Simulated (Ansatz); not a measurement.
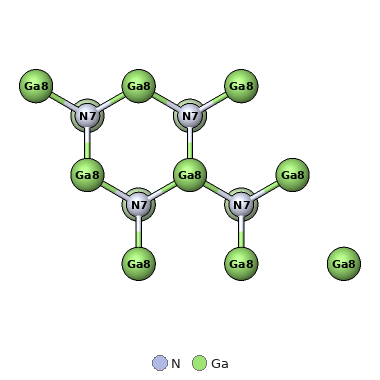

The system is N on a GaN(001) slab cut from the P6_3mc phase, its upper half relaxed before the scan (8 atoms of substrate and one adsorbate in a 1 × 1 cell); the picture shows it without the atoms that are moved over the map. N is moved over the surface cell; relaxed at each place: the height of the adsorbate's atoms; substrate rigid; the origin of the map has the adsorbate above Ga8. Places are given modulo a cell vector. The map is drawn in real space over the plane of the surface. Grid: 6 × 6 points; 10 points were computed and 26 follow by symmetry. Energies: meV, counted from the lowest grid point. Energies and slopes of some neighbouring points disagree (a jump in structure or state, or too coarse a mesh). The magnetic moment jumps between some neighbouring points. With one adsorbate in each 1 × 1 cell, its nearest image is 3.2 Å away, so neighbouring adsorbates interact. All numbers below come from Ansatz 0.2.0, DFT PBE, scalar-relativistic, plane waves, PAW. Settings: cutoff 420 eV, k-mesh 9×9×1, gaussian smearing 0.05 eV, spin-polarised.

Range: position of N9 along the first surface vector from 0.000 to 0.833; position of N9 along the second surface vector from 0.000 to 0.833.

Predict the map.

The lowest grid point is at (3/6, 1/6) of the cell vectors [nearest 1 Ga at 2.07 Å]. The highest grid point, a threefold hollow over a second-layer N atom, (2/6, 4/6) of the cell vectors, lies 241 meV above the lowest. At the lowest point the adsorbate has 1 Ga at 2.07 Å as nearest neighbours, at the highest 1 N at 1.67 Å. Its relaxed height above the top atom is 1.51 Å at the lowest and 1.10 Å at the highest point.

```tsv
second ↓, first →	0/6	1/6	2/6	3/6	4/6	5/6
5/6	34	110	90	90	110	34
4/6	77	90	241	90	77	9
3/6	14	90	90	14	0	0
2/6	77	110	77	0	14	0
1/6	34	34	9	0	0	9
0/6	47	34	77	14	77	34
```

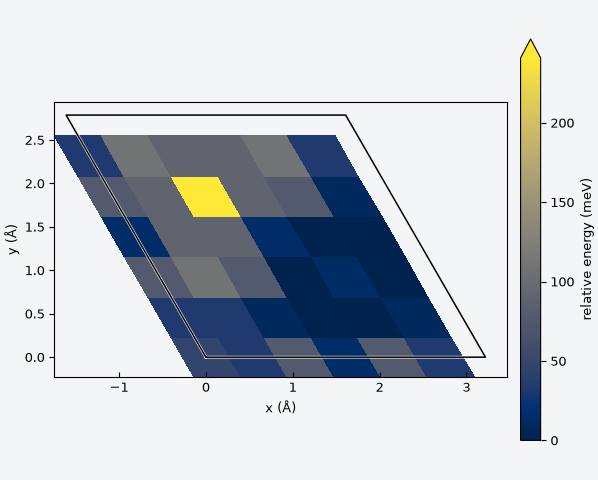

Drawn: one coloured cell a grid point, the outline of one cell of the plane, one colour for all values above the top of the scale.

Each point was launched as `ansatz run input.yaml --threads 2 --pin off --max-ram 6144MiB --backend cpu --events-out ev --progress --plain --runs-dir out`. Time for the 10 points that were run: 7.7 min on 2 threads of AMD EPYC 9R45 96-Core Processor (Zen 5) (shared host).

PAW datasets: the set soft_1.
